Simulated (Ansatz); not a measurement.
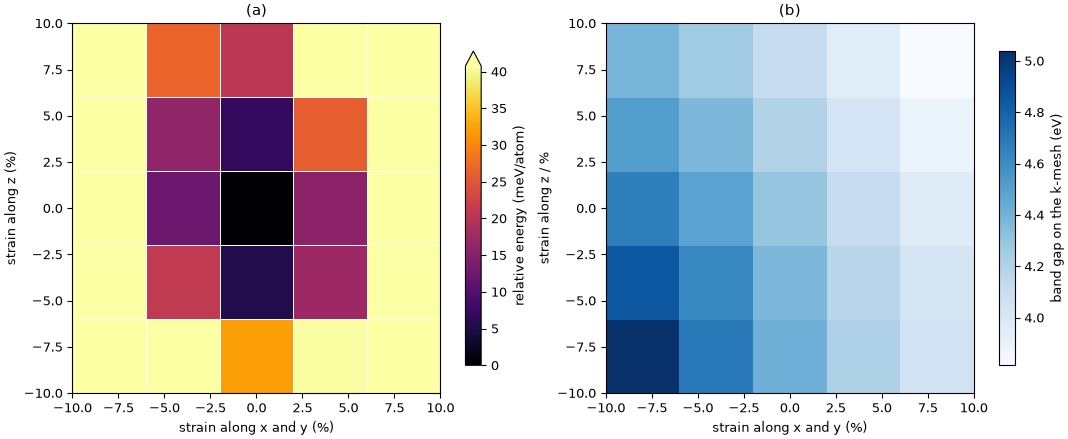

KBr (Fm-3m, No. 225; 2 atoms in the cell). The cell is strained homogeneously, by one strain along x and y and another along z, with fractional coordinates fixed (x, y and z along the cube axes). The first coordinate is: strain along x and y; the second: strain along z. The scan uses a 5 × 5 grid. Points are written as (first, second). All energies are given in meV/atom relative to the lowest grid point. The reference cell is the one listed in the database, not relaxed at this level. The calculation used DFT PBEsol, scalar-relativistic, plane waves, PAW in Ansatz. Settings: cutoff 420 eV, k-mesh 6×6×6, gaussian smearing 0.05 eV, no spin polarisation.

Panel (a) is the energy and panel (b) the computed band gap on the k-mesh on the same grid.

In the figure: one coloured cell a grid point, one colour for all values above the top of the scale.

How does the band gap on the k-mesh vary over the map, and what is it at the lowest grid point?

It runs from 3.81 eV at (8 %, 8 %) to 5.04 eV at (−8 %, −8 %). At the lowest grid point, (0 %, 0 %), it is 4.30 eV.
